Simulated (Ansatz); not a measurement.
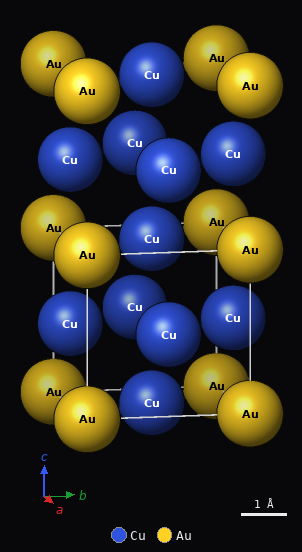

This is solid Cu3Au (built on the Cu3Au-type type). Style: spheres-only. Shown: the cell of the calculation, repeated 1 × 1 × 2 with one cell outlined, slightly off an axis.

Theory: Ansatz, DFT r2SCAN, scalar-relativistic, plane waves, PAW. Settings: plane-wave cutoff 500 eV; k-point mesh 10 × 10 × 10; occupations gaussian; smearing width 0.05 eV; no spin polarisation.

Now this is done to it. The cell is strained by +0.5 % along [0 1 −1], −0.5 % along [0 1 1], none along the third axis (volume 0.0 %), the atoms keeping their fractional coordinates. No relaxation follows.

What does the calculation give for the changed structure?

The energy changes by less than 1 meV per atom. The pressure goes from 0.0 to 0.0 GPa. The principal stresses (compression positive) are 0.4 GPa along [0 1 1], 0.1 GPa along a, −0.4 GPa along [0 1 −1]. All forces vanish by symmetry. Both are metals. Some distances before and after: Au–Cu 2.640 → 2.626 to 2.653 Å, Cu–Cu 2.640 → 2.626 to 2.653 Å. The space group (tolerance 0.01 Å) goes from Pm-3m (No. 221) to Cmmm (No. 65).
